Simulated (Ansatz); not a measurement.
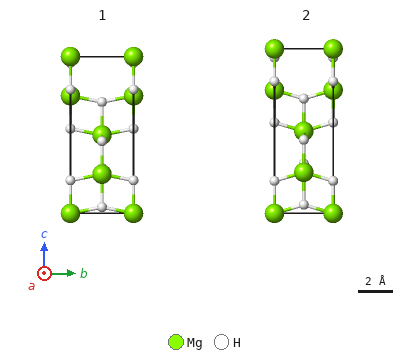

Two geometries of crystalline MgH₂ (a generated structure, set up in I4_1/amd) (coarse preliminary run), drawn at one scale. One is the start of a relaxation, the other its converged end. Style: ball-and-stick. Shown: the conventional cell (2 times the calculation's cell), along the a axis. Lengths and directions refer to the drawn axes.

Level of theory: Ansatz, DFT PBE, scalar-relativistic, plane waves, PAW. Set-up: plane-wave cutoff 420 eV; k-point mesh 6 × 6 × 6; occupations gaussian; smearing width 0.1 eV; no spin polarisation; cell and atoms relaxed; force threshold 0.04 eV/Å; at most 70 steps.

Question: Which one is relaxed?

Answer: Structure 1 is the relaxed one. Over 3 accepted moves (4 points after the start) the energy falls by 0.222 eV per cell of the calculation. The largest force component goes from 0.25 to 0.0076 eV/Å. The pressure goes from 5.93 to 0.01 GPa. The SCF was repeated once at an unchanged geometry on a basis and grid sized afresh for the cell, which shifted the energy by 8.2 meV per cell of the calculation at most. The largest moves relative to the cell, 0.12 Å, are those of H atoms. Mg stays in place. Cell: a = b 3.542 → 3.807 Å (+7.5 %), c 9.929 → 9.465 Å (−4.7 %). Volume +10.1 %. Near-neighbour distances that change, for instance: H–Mg 1.847 → 1.940 Å, H–Mg 1.960 → 1.991 Å. Bond angles that change, for instance: H–Mg–H 147.1° → 157.7°, Mg–H–Mg 147.1° → 157.7°, H–Mg–H 106.4° → 101.2°. The space group stays I4_1/amd (No. 141).
